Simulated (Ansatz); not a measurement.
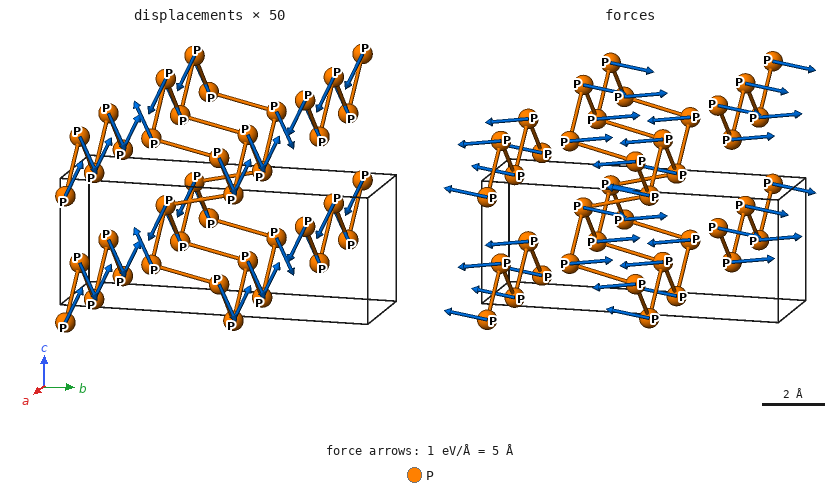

Left: a symmetric starting cell of P (made from another compound by putting P in place of As), with blue arrows for the displacements applied to it (without the part that the change of the cell carries along). Right: the displaced structure with the computed forces. Besides, the cell is strained by −3.0 % along c, −3.5 % along b, −4.7 % along a (volume −10.8 %). The picture is a ball-and-stick view of the conventional cell (2 times the calculation's cell), repeated 2 × 1 × 2 with one cell outlined, seen slightly off an axis. Lengths and directions refer to the drawn axes.

Computed with DFT PBE, scalar-relativistic, plane waves, PAW (Ansatz 0.2.0). Settings: plane-wave cutoff 420 eV; k-point mesh 14 × 14 × 10; occupations gaussian; smearing width 0.1 eV; no spin polarisation.

Where do the forces point?

Atoms are displaced by 0.03 Å relative to the cell. No relaxation follows. The starting cell wasn't computed here and needn't be at equilibrium, so pressure and forces aren't due to the change alone. The pressure is 5.6 GPa (not all of it need come from the change, since the unchanged cell can be under pressure at this level too). The principal stresses (compression positive) are 7.9 GPa along a, 4.9 GPa along c, 3.9 GPa along b. The largest forces, 0.3 eV/Å, act on 4 P atoms of the calculation's cell. Among the bonded contacts that change: P–P 2.342 → 2.217 Å, P–P 2.329 → 2.282 Å. The space group stays Cmce (No. 64). The forces point partly back against the displacements (cosine −0.29).
